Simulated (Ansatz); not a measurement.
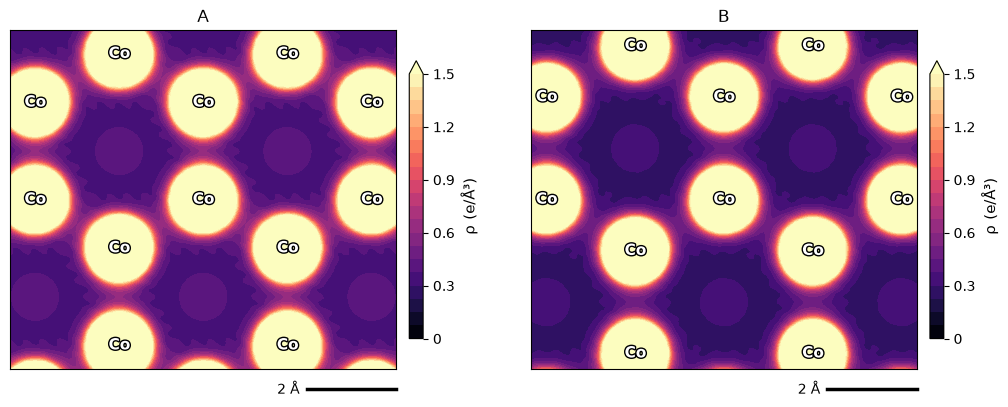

Co. The valence charge density (pseudo) of two cells that differ in size, on the (001) plane of each (indices in the axes of the calculation cell), at one length scale and on one colour scale: B has 11.0 Å³ an atom and A 9.4.

Theory: Ansatz 0.2.0, DFT, r2SCAN, plane waves (500 eV) with PAW, scalar-relativistic.

Core electrons are frozen (PAW), and the valence fields are smoothed inside the atomic spheres.

The larger cell:

```cif
data_structure
_symmetry_space_group_name_H-M 'P 1'
_symmetry_Int_Tables_number 1
_cell_length_a 3.9593
_cell_length_b 3.9593
_cell_length_c 2.4276
_cell_angle_alpha 90.000
_cell_angle_beta 90.000
_cell_angle_gamma 120.000
_cell_volume 32.96
loop_
_atom_site_label
_atom_site_type_symbol
_atom_site_fract_x
_atom_site_fract_y
_atom_site_fract_z
_atom_site_occupancy
Co1 Co 0.00000 0.00000 0.00000 1
Co2 Co 0.33333 0.66667 0.50000 1
Co3 Co 0.66667 0.33333 0.50000 1
```

The smaller cell: a = 3.753 Å, b = 3.753 Å, c = 2.301 Å, α = 90.00°, β = 90.00°, γ = 120.00°.

### What does the compression do to the bonding and the properties?

From the larger cell to the smaller, Co–Co goes from 2.29 to 2.17 Å, and the density at its midpoint from 0.48 to 0.6 e/Å³; the pressure goes from −17 to 27 GPa.
